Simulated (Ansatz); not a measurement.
Geometry relaxation of Al16As16H (part 3 of 3)

Continued. System: Al16As16H (defect cell, 33 atoms in the cell). Method: DFT PBE, scalar-relativistic, plane waves, PAW, spin-polarised (Ansatz 0.2.0); cutoff 420 eV, 3×3×3 k-mesh, Gaussian smearing of 0.01 eV, collinear spins. The structure derives from a Materials Project entry. It belongs to a series of runs on one base structure; here: H interstitial, charge +0, atoms relaxed at the host's cell.

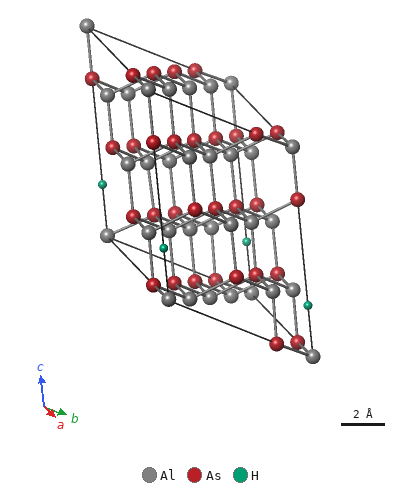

The geometry at step 2 of the log (ball-and-stick view of the cell of the calculation, seen slightly off an axis).

### What the program printed, continued
```
  k-point 2 ↑: bands = ["-28.4055", "-28.4055", "-28.4055", "-28.4051", "-28.4051", "-28.4051", "-28.4048", "-28.4048", "-28.4048", "-28.4041", "-28.4041", "-28.4041", "-28.3994", "-28.3991", "-28.3991", "-28.3991", "-28.3990", "-28.3990", "-28.3930", "-28.3929", "-28.3929", "-28.3929", "-28.3928", "-28.3928", "-28.3848", "-28.3848", "-28.3847", "-28.3847", "-28.3847", "-28.3844", "-28.3812", "-28.3811", "-28.3811", "-28.3810", "-28.3810", "-28.3810", "-28.3808", "-28.3807", "-28.3807", "-28.3802",
      "-28.3802", "-28.3802", "-28.3802", "-28.3802", "-28.3802", "-28.3797", "-28.3797", "-28.3796", "-28.3722", "-28.3720", "-28.3720", "-28.3718", "-28.3717", "-28.3717", "-28.3713", "-28.3713", "-28.3712", "-28.3711", "-28.3711", "-28.3709", "-28.3572", "-28.3572", "-28.3572", "-28.3572", "-28.3572", "-28.3572", "-28.3572", "-28.3572", "-28.3549", "-28.3549", "-28.3549", "-28.3549", "-28.3478", "-28.3478", "-28.3478", "-28.3478", "-28.3478", "-28.3478", "-28.3478", "-28.3478",
      "-5.2311", "-5.1881", "-5.1881", "-4.7965", "-4.3996", "-4.3809", "-4.3809", "-4.2632", "-4.2632", "-4.2131", "-3.9927", "-3.9927", "-3.9790", "-3.9578", "-3.9543", "-3.9543", "0.1824", "0.8834", "0.8834", "0.9409", "0.9920", "0.9920", "0.9985", "1.0218", "1.0218", "1.4069", "1.5200", "1.5200", "1.5992", "2.4482", "2.9878", "2.9878", "3.0243", "3.0243", "3.0318", "3.0519", "3.0519", "3.0753", "3.7168", "3.8473",
      "3.8473", "3.8842", "3.9284", "3.9284", "4.0733", "4.1278", "4.1278", "4.1357", "4.1448", "4.1448", "4.4033", "4.4033", "4.4190", "4.7732", "4.7747", "4.7747", "5.2854", "5.2863", "5.2863", "5.3047", "5.3538", "5.3538", "5.4057", "5.4057", "5.5376", "8.2322", "8.5338", "8.5338", "8.5991", "8.7894", "8.7894", "8.8163", "8.8359", "8.8359", "8.8442", "8.9120", "8.9120", "8.9782", "8.9782", "9.0036",
      "9.7786", "10.0542", "10.0542", "10.2196", "10.2854", "10.2854", "10.4112", "10.6667", "10.6667", "10.7849", "10.7921", "10.7921", "11.0014", "11.0014", "11.0174", "11.0174", "11.0352", "11.2700", "11.2700"]
  k-point 3 ↓: bands = ["-28.3993", "-28.3993", "-28.3993", "-28.3988", "-28.3988", "-28.3988", "-28.3984", "-28.3984", "-28.3984", "-28.3978", "-28.3978", "-28.3978", "-28.3934", "-28.3932", "-28.3932", "-28.3932", "-28.3931", "-28.3931", "-28.3900", "-28.3898", "-28.3898", "-28.3898", "-28.3897", "-28.3897", "-28.3833", "-28.3833", "-28.3832", "-28.3832", "-28.3831", "-28.3829", "-28.3801", "-28.3799", "-28.3799", "-28.3799", "-28.3798", "-28.3798", "-28.3792", "-28.3792", "-28.3792", "-28.3788",
      "-28.3787", "-28.3787", "-28.3786", "-28.3786", "-28.3786", "-28.3782", "-28.3782", "-28.3782", "-28.3710", "-28.3708", "-28.3707", "-28.3707", "-28.3706", "-28.3705", "-28.3697", "-28.3696", "-28.3695", "-28.3695", "-28.3694", "-28.3692", "-28.3559", "-28.3559", "-28.3559", "-28.3559", "-28.3559", "-28.3559", "-28.3558", "-28.3558", "-28.3515", "-28.3515", "-28.3515", "-28.3515", "-28.3455", "-28.3455", "-28.3455", "-28.3455", "-28.3455", "-28.3455", "-28.3455", "-28.3455",
      "-5.3335", "-4.9014", "-4.8796", "-4.8447", "-4.8447", "-4.4519", "-4.3649", "-4.3615", "-4.3615", "-4.2996", "-3.8886", "-3.8858", "-3.8570", "-3.8570", "-3.8058", "-3.7776", "0.4106", "0.7844", "0.7844", "0.7847", "0.9271", "0.9271", "1.0425", "1.0607", "1.0661", "1.0661", "1.7694", "2.2751", "2.5538", "2.5538", "2.5647", "2.7576", "2.7932", "2.7932", "2.8061", "3.1933", "3.1933", "3.2781", "3.4362", "3.6916",
      "3.8117", "3.8187", "3.8187", "3.9910", "4.2777", "4.2777", "4.4106", "4.4106", "4.4240", "4.4323", "4.6522", "4.6940", "4.6940", "4.6995", "4.8872", "4.9198", "4.9248", "4.9248", "5.1669", "5.1894", "5.2092", "5.2092", "5.2695", "5.2695", "6.3808", "8.1709", "8.4975", "8.4975", "8.5183", "8.5731", "9.0104", "9.0578", "9.0578", "9.0930", "9.0963", "9.2078", "9.2587", "9.5309", "9.7543", "9.9368",
      "9.9424", "9.9424", "9.9663", "9.9663", "10.0080", "10.0125", "10.0611", "10.0611", "10.4319", "10.5579", "10.5579", "10.6088", "10.7921", "10.7921", "10.8667", "10.9035", "11.0233", "11.1210", "11.1210"]
--- Relaxed structure (3 steps of the walk, 3 accepted, 0 SCFs on fresh bases) ---
  F+E_penalty+E_count = -86327.81980781 eV   max|allowed force component| = 3.038e-3 eV/Å
  atoms:
    - { symbol: Al, position: [0.7507400954918464, 0.7507400954918464, 0.5022980405999171] }
    - { symbol: Al, position: [0.5015579451080706, 0.0, 0.49925990450815344] }
    - { symbol: Al, position: [0.49844205489192933, 0.7477019594000827, 0.7484420548919292] }
    - { symbol: Al, position: [0.24260077303133407, 0.24260077303133407, 0.49260077303133404] }
    - { symbol: Al, position: [0.2492599045081535, 0.0, 0.7515579451080706] }
    - { symbol: Al, position: [0.2522980405999173, 0.7507400954918466, 0.0007400954918465041] }
    - { symbol: Al, position: [0.0, 0.5015579451080706, 0.49925990450815344] }
    - { symbol: Al, position: [0.0, 0.2492599045081535, 0.7515579451080706] }
    - { symbol: Al, position: [4.336808689942018e-19, 0.0, 0.00739922696866592] }
    - { symbol: Al, position: [0.0, 0.7573992269686658, 0.24999999999999994] }
    - { symbol: Al, position: [0.7477019594000827, 0.49844205489192933, 0.7484420548919292] }
    - { symbol: Al, position: [0.7507400954918466, 0.2522980405999173, 0.0007400954918465041] }
    - { symbol: Al, position: [0.7573992269686658, 0.0, 0.24999999999999994] }
    - { symbol: Al, position: [0.49844205489192933, 0.49844205489192933, -0.002298040599917189] }
    - { symbol: Al, position: [0.5015579451080706, 0.24925990450815347, 0.24999999999999997] }
    - { symbol: Al, position: [0.24925990450815347, 0.5015579451080706, 0.24999999999999997] }
    - { symbol: As, position: [0.0, 0.0, 0.7537404076304289] }
    - { symbol: As, position: [0.7499999999999999, 0.25, 0.7499999999999999] }
    - { symbol: As, position: [0.7472541016770428, 0.0, -0.00274589832295713] }
    - { symbol: As, position: [0.496259592369571, 0.496259592369571, 0.746259592369571] }
    - { symbol: As, position: [0.49999999999999994, 0.24999999999999994, 0.0] }
    - { symbol: As, position: [0.503740407630429, 0.0, 0.24999999999999994] }
    - { symbol: As, position: [0.25, 0.7499999999999999, 0.7499999999999999] }
    - { symbol: As, position: [0.24999999999999994, 0.49999999999999994, 0.0] }
    - { symbol: As, position: [0.25274589832295713, 0.25274589832295713, 0.25] }
    - { symbol: As, position: [0.25274589832295713, 0.0, 0.5027458983229571] }
    - { symbol: As, position: [0.0, 0.7472541016770428, -0.00274589832295713] }
    - { symbol: As, position: [0.0, 0.503740407630429, 0.24999999999999994] }
    - { symbol: As, position: [0.0, 0.25274589832295713, 0.5027458983229571] }
    - { symbol: As, position: [0.7472541016770428, 0.7472541016770428, 0.25] }
    - { symbol: As, position: [0.7499999999999999, 0.5, 0.5] }
    - { symbol: As, position: [0.5, 0.7499999999999999, 0.5] }
    - { symbol: H, position: [0.0, 0.0, 0.25] }
--- Löwdin populations: 33 sites ---
  site symbol       q [e]    m [muB]
     0     Al      2.6085     0.0072
     1     Al      2.6085     0.0072
     2     Al      2.6085     0.0072
     3     Al      2.6271    -0.0035
     4     Al      2.6085     0.0072
     5     Al      2.6085     0.0072
     6     Al      2.6085     0.0072
     7     Al      2.6085     0.0072
     8     Al      2.6271    -0.0035
     9     Al      2.6271    -0.0035
    10     Al      2.6085     0.0072
    11     Al      2.6085     0.0072
    12     Al      2.6271    -0.0035
    13     Al      2.6085     0.0072
    14     Al      2.6085     0.0072
    15     Al      2.6085     0.0072
    16     As     15.3371     0.0226
    17     As     15.3369     0.0137
    18     As     15.3246     0.0423
    19     As     15.3371     0.0226
    20     As     15.3369     0.0137
    21     As     15.3371     0.0226
    22     As     15.3369     0.0137
    23     As     15.3369     0.0137
    24     As     15.3246     0.0423
    25     As     15.3246     0.0423
    26     As     15.3246     0.0423
    27     As     15.3371     0.0226
    28     As     15.3246     0.0423
    29     As     15.3246     0.0423
    30     As     15.3369     0.0137
    31     As     15.3369     0.0137
    32      H      1.0329     0.4768
  spilling = 0.002903 (of n_electrons = 289.000000)
```

### File populations.tsv
```
# site	symbol	l	j	q_up	q_dn
# orbitals = lowdin
# n_electrons = 289.000000
# spilling = 0.002903
0	Al	0_3S	-	0.450327	0.450068
0	Al	1_3P	-	0.857524	0.850585
1	Al	0_3S	-	0.450327	0.450068
1	Al	1_3P	-	0.857524	0.850585
2	Al	0_3S	-	0.450327	0.450068
2	Al	1_3P	-	0.857524	0.850585
3	Al	0_3S	-	0.450231	0.446864
3	Al	1_3P	-	0.861559	0.868470
4	Al	0_3S	-	0.450327	0.450068
4	Al	1_3P	-	0.857524	0.850585
5	Al	0_3S	-	0.450327	0.450068
5	Al	1_3P	-	0.857524	0.850585
6	Al	0_3S	-	0.450327	0.450068
6	Al	1_3P	-	0.857524	0.850585
7	Al	0_3S	-	0.450327	0.450068
7	Al	1_3P	-	0.857524	0.850585
8	Al	0_3S	-	0.450231	0.446864
8	Al	1_3P	-	0.861559	0.868470
9	Al	0_3S	-	0.450231	0.446864
9	Al	1_3P	-	0.861559	0.868470
10	Al	0_3S	-	0.450327	0.450068
10	Al	1_3P	-	0.857524	0.850585
11	Al	0_3S	-	0.450327	0.450068
11	Al	1_3P	-	0.857524	0.850585
12	Al	0_3S	-	0.450231	0.446864
12	Al	1_3P	-	0.861559	0.868470
13	Al	0_3S	-	0.450327	0.450068
13	Al	1_3P	-	0.857524	0.850585
14	Al	0_3S	-	0.450327	0.450068
14	Al	1_3P	-	0.857524	0.850585
15	Al	0_3S	-	0.450327	0.450068
15	Al	1_3P	-	0.857524	0.850585
16	As	0_4S	-	0.742247	0.738671
16	As	1_4P	-	1.939240	1.920172
16	As	2_3D	-	4.998360	4.998364
17	As	0_4S	-	0.737020	0.736756
17	As	1_4P	-	1.940012	1.926582
17	As	2_3D	-	4.998289	4.998288
18	As	0_4S	-	0.739702	0.738271
18	As	1_4P	-	1.945441	1.904563
18	As	2_3D	-	4.998320	4.998321
19	As	0_4S	-	0.742247	0.738671
19	As	1_4P	-	1.939240	1.920172
19	As	2_3D	-	4.998360	4.998364
20	As	0_4S	-	0.737020	0.736756
20	As	1_4P	-	1.940012	1.926582
20	As	2_3D	-	4.998289	4.998288
21	As	0_4S	-	0.742247	0.738671
21	As	1_4P	-	1.939240	1.920172
21	As	2_3D	-	4.998360	4.998364
22	As	0_4S	-	0.737020	0.736756
22	As	1_4P	-	1.940012	1.926582
22	As	2_3D	-	4.998289	4.998288
23	As	0_4S	-	0.737020	0.736756
23	As	1_4P	-	1.940012	1.926582
23	As	2_3D	-	4.998289	4.998288
24	As	0_4S	-	0.739702	0.738271
24	As	1_4P	-	1.945441	1.904563
24	As	2_3D	-	4.998320	4.998321
25	As	0_4S	-	0.739702	0.738271
25	As	1_4P	-	1.945441	1.904563
25	As	2_3D	-	4.998320	4.998321
26	As	0_4S	-	0.739702	0.738271
26	As	1_4P	-	1.945441	1.904563
26	As	2_3D	-	4.998320	4.998321
27	As	0_4S	-	0.742247	0.738671
27	As	1_4P	-	1.939240	1.920172
27	As	2_3D	-	4.998360	4.998364
28	As	0_4S	-	0.739702	0.738271
28	As	1_4P	-	1.945441	1.904563
28	As	2_3D	-	4.998320	4.998321
29	As	0_4S	-	0.739702	0.738271
29	As	1_4P	-	1.945441	1.904563
29	As	2_3D	-	4.998320	4.998321
30	As	0_4S	-	0.737020	0.736756
30	As	1_4P	-	1.940012	1.926582
30	As	2_3D	-	4.998289	4.998288
31	As	0_4S	-	0.737020	0.736756
31	As	1_4P	-	1.940012	1.926582
31	As	2_3D	-	4.998289	4.998288
32	H	0_1S	-	0.754884	0.278040
```

### Trajectory as extended XYZ (Å, eV, eV/Å), 3 frames, from step=1 to step=3
```
33
Lattice="-5.7279 5.7279 -5.7279 -5.7279 -5.7279 5.7279 5.7279 5.7279 5.7279" Properties=species:S:1:pos:R:3:forces:R:3 step=1 energy=-86327.76804
Al   -5.7279    2.8640    2.8640    0.0119  -0.0122  -0.0122
Al    0.0000    5.7279    0.0000    0.0122   0.0119   0.0122
Al   -2.8640    2.8640    5.7279   -0.0122  -0.0119   0.0122
Al    0.0000    2.8640    2.8640    0.1741  -0.1741  -0.1741
Al    2.8640    5.7279    2.8640   -0.0122   0.0119  -0.0122
Al   -5.7279   -2.8640    2.8640    0.0122  -0.0122  -0.0119
Al    0.0000    0.0000    5.7279    0.0122   0.0122   0.0119
Al    2.8640    2.8640    5.7279   -0.0122  -0.0122   0.0119
Al    0.0000    0.0000    0.0000    0.1741   0.1741   0.1741
Al   -2.8640   -2.8640    5.7279   -0.1741  -0.1741   0.1741
Al   -2.8640    5.7279    2.8640   -0.0122   0.0122  -0.0119
Al   -5.7279    2.8640   -2.8640    0.0122  -0.0119  -0.0122
Al   -2.8640    5.7279   -2.8640   -0.1741   0.1741  -0.1741
Al   -5.7279    0.0000    0.0000    0.0119   0.0122   0.0122
Al   -2.8640    2.8640    0.0000   -0.0119  -0.0122   0.0122
Al   -2.8640    0.0000    2.8640   -0.0119   0.0122  -0.0122
As    4.2959    4.2959    4.2959   -0.0224  -0.0224  -0.0224
As   -1.4320    7.1599    1.4320    0.0000   0.0000   0.0000
As   -4.2959    4.2959   -4.2959    0.0000  -0.1306   0.0000
As   -1.4320    4.2959    4.2959   -0.0224   0.0224   0.0224
As   -4.2959    1.4320   -1.4320    0.0000   0.0000   0.0000
As   -1.4320    4.2959   -1.4320    0.0224  -0.0224   0.0224
As   -1.4320    1.4320    7.1599    0.0000   0.0000   0.0000
As   -4.2959   -1.4320    1.4320    0.0000   0.0000   0.0000
As   -1.4320    1.4320    1.4320   -0.1306   0.0000   0.0000
As    1.4320    4.2959    1.4320    0.0000   0.1306   0.0000
As   -4.2959   -4.2959    4.2959    0.0000   0.0000  -0.1306
As   -1.4320   -1.4320    4.2959    0.0224   0.0224  -0.0224
As    1.4320    1.4320    4.2959    0.0000   0.0000   0.1306
As   -7.1599    1.4320    1.4320    0.1306   0.0000   0.0000
As   -4.2959    4.2959    1.4320    0.0000   0.0000   0.0000
As   -4.2959    1.4320    4.2959    0.0000   0.0000   0.0000
H     1.4320    1.4320    1.4320    0.0000   0.0000   0.0000
33
Lattice="-5.7279 5.7279 -5.7279 -5.7279 -5.7279 5.7279 5.7279 5.7279 5.7279" Properties=species:S:1:pos:R:3:forces:R:3 step=2 energy=-86327.81483
Al   -5.7219    2.8747    2.8747   -0.0124   0.0271   0.0271
Al   -0.0108    5.7339   -0.0108   -0.0271  -0.0124  -0.0271
Al   -2.8532    2.8579    5.7171    0.0271   0.0124  -0.0271
Al    0.0345    2.8294    2.8294    0.0645  -0.0645  -0.0645
Al    2.8747    5.7339    2.8747    0.0271  -0.0124   0.0271
Al   -5.7387   -2.8532    2.8579   -0.0271   0.0271   0.0124
Al   -0.0108   -0.0108    5.7339   -0.0271  -0.0271  -0.0124
Al    2.8747    2.8747    5.7339    0.0271   0.0271  -0.0124
Al    0.0345    0.0345    0.0345    0.0645   0.0645   0.0645
Al   -2.8985   -2.8985    5.7625   -0.0645  -0.0645   0.0645
Al   -2.8532    5.7171    2.8579    0.0271  -0.0271   0.0124
Al   -5.7387    2.8579   -2.8532   -0.0271   0.0124   0.0271
Al   -2.8985    5.7625   -2.8985   -0.0645   0.0645  -0.0645
Al   -5.7219   -0.0108   -0.0108   -0.0124  -0.0271  -0.0271
Al   -2.8700    2.8747   -0.0108    0.0124   0.0271  -0.0271
Al   -2.8700   -0.0108    2.8747    0.0124  -0.0271   0.0271
As    4.3199    4.3199    4.3199   -0.0690  -0.0690  -0.0690
As   -1.4320    7.1599    1.4320    0.0000   0.0000   0.0000
As   -4.2959    4.2638   -4.2959    0.0000   0.0413   0.0000
As   -1.4080    4.2720    4.2720   -0.0690   0.0690   0.0690
As   -4.2959    1.4320   -1.4320    0.0000   0.0000   0.0000
As   -1.4559    4.3199   -1.4559    0.0690  -0.0690   0.0690
As   -1.4320    1.4320    7.1599    0.0000   0.0000   0.0000
As   -4.2959   -1.4320    1.4320    0.0000   0.0000   0.0000
As   -1.4641    1.4320    1.4320    0.0413   0.0000   0.0000
As    1.4320    4.3280    1.4320    0.0000  -0.0413   0.0000
As   -4.2959   -4.2959    4.2638    0.0000   0.0000   0.0413
As   -1.4559   -1.4559    4.3199    0.0690   0.0690  -0.0690
As    1.4320    1.4320    4.3280    0.0000   0.0000  -0.0413
As   -7.1278    1.4320    1.4320   -0.0413   0.0000   0.0000
As   -4.2959    4.2959    1.4320    0.0000   0.0000   0.0000
As   -4.2959    1.4320    4.2959    0.0000   0.0000   0.0000
H     1.4320    1.4320    1.4320    0.0000   0.0000   0.0000
33
Lattice="-5.7279 5.7279 -5.7279 -5.7279 -5.7279 5.7279 5.7279 5.7279 5.7279" Properties=species:S:1:pos:R:3:forces:R:3 step=3 energy=-86327.81981
Al   -5.7232    2.8771    2.8771   -0.0030   0.0024   0.0024
Al   -0.0132    5.7326   -0.0132   -0.0024  -0.0030  -0.0024
Al   -2.8508    2.8593    5.7147    0.0024   0.0030  -0.0024
Al    0.0424    2.8216    2.8216   -0.0015   0.0015   0.0015
Al    2.8771    5.7326    2.8771    0.0024  -0.0030   0.0024
Al   -5.7411   -2.8508    2.8593   -0.0024   0.0024   0.0030
Al   -0.0132   -0.0132    5.7326   -0.0024  -0.0024  -0.0030
Al    2.8771    2.8771    5.7326    0.0024   0.0024  -0.0030
Al    0.0424    0.0424    0.0424   -0.0015  -0.0015  -0.0015
Al   -2.9063   -2.9063    5.7703    0.0015   0.0015  -0.0015
Al   -2.8508    5.7147    2.8593    0.0024  -0.0024   0.0030
Al   -5.7411    2.8593   -2.8508   -0.0024   0.0030   0.0024
Al   -2.9063    5.7703   -2.9063    0.0015  -0.0015   0.0015
Al   -5.7232   -0.0132   -0.0132   -0.0030  -0.0024  -0.0024
Al   -2.8686    2.8771   -0.0132    0.0030   0.0024  -0.0024
Al   -2.8686   -0.0132    2.8771    0.0030  -0.0024   0.0024
As    4.3174    4.3174    4.3174    0.0020   0.0020   0.0020
As   -1.4320    7.1599    1.4320    0.0000   0.0000   0.0000
As   -4.2959    4.2645   -4.2959    0.0000  -0.0010   0.0000
As   -1.4106    4.2745    4.2745    0.0020  -0.0020  -0.0020
As   -4.2959    1.4320   -1.4320    0.0000   0.0000   0.0000
As   -1.4534    4.3174   -1.4534   -0.0020   0.0020  -0.0020
As   -1.4320    1.4320    7.1599    0.0000   0.0000   0.0000
As   -4.2959   -1.4320    1.4320    0.0000   0.0000   0.0000
As   -1.4634    1.4320    1.4320   -0.0010   0.0000   0.0000
As    1.4320    4.3274    1.4320    0.0000   0.0010   0.0000
As   -4.2959   -4.2959    4.2645    0.0000   0.0000  -0.0010
As   -1.4534   -1.4534    4.3174   -0.0020  -0.0020   0.0020
As    1.4320    1.4320    4.3274    0.0000   0.0000   0.0010
As   -7.1284    1.4320    1.4320    0.0010   0.0000   0.0000
As   -4.2959    4.2959    1.4320    0.0000   0.0000   0.0000
As   -4.2959    1.4320    4.2959    0.0000   0.0000   0.0000
H     1.4320    1.4320    1.4320    0.0000   0.0000   0.0000
```

### Results in brief

- outcome: converged
- electrons treated: 289
- free energy: −86327.8198 eV
- Fermi energy: 6.013 eV
- gap on the k-point mesh: none (metallic)
- net moment of the cell: 1.00 μB
- integrated absolute moment: 1.07 μB
- final volume: 751.71 Å³
- largest force (length of the vector) at the end: 0.005 eV/Å
- hardware: 4 threads of Arm Neoverse V2, 24 GiB of memory available, shared host
- wall time: 2.5 min (CPU time 9.3 min)
- peak memory: 3 GiB
